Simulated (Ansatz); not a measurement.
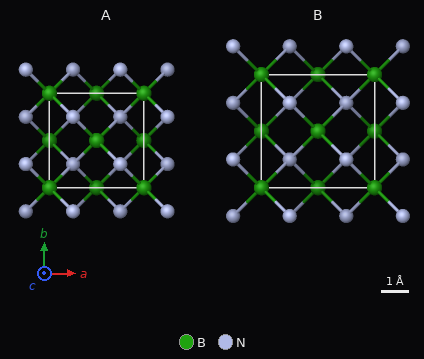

Two geometries of crystalline BN (a generated structure, set up in F-43m) (coarse preliminary run), drawn at one scale. One is the start of a relaxation, the other its converged end. The picture is a ball-and-stick view of the conventional cell (4 times the calculation's cell), seen along the c axis. Lengths and directions refer to the drawn axes.

Method: DFT PBE, scalar-relativistic, plane waves, PAW (Ansatz 0.2.0). (plane-wave cutoff 420 eV; k-point mesh 8 × 8 × 8; occupations gaussian; smearing width 0.1 eV; no spin polarisation; cell and atoms relaxed; force threshold 0.05 eV/Å; at most 60 steps)

Which of the two is the end point?

Answer. Structure A is the relaxed one. Case: As → N, Ga → B on all its sites, cell and atoms relaxed. The atoms keep their places relative to the cell (all moves are under 0.005 Å). The drawn cell changes as follows: a = b = c 4.342 → 3.625 Å (−16.5 %); the volume changes by −41.8 %. Near-neighbour distances that change, for instance: B–N 1.880 → 1.570 Å. The space group stays F-43m (No. 216). The energy falls by 2.930 eV per cell of the calculation in 5 accepted moves (7 points after the start). All forces vanish by symmetry, so only the cell relaxes. Pressure: −70.06 GPa at the start and 0.00 GPa at the end. At 2 points the geometry stayed and the basis and grid were re-selected for the new cell (energy shift of 7.0 meV per cell of the calculation at most each time). The run took 6.2 s on 1 thread of Intel(R) Xeon(R) Platinum 8375C CPU @ 2.90GHz (Ice Lake), with other jobs on the host, peak memory 0.33 GiB.
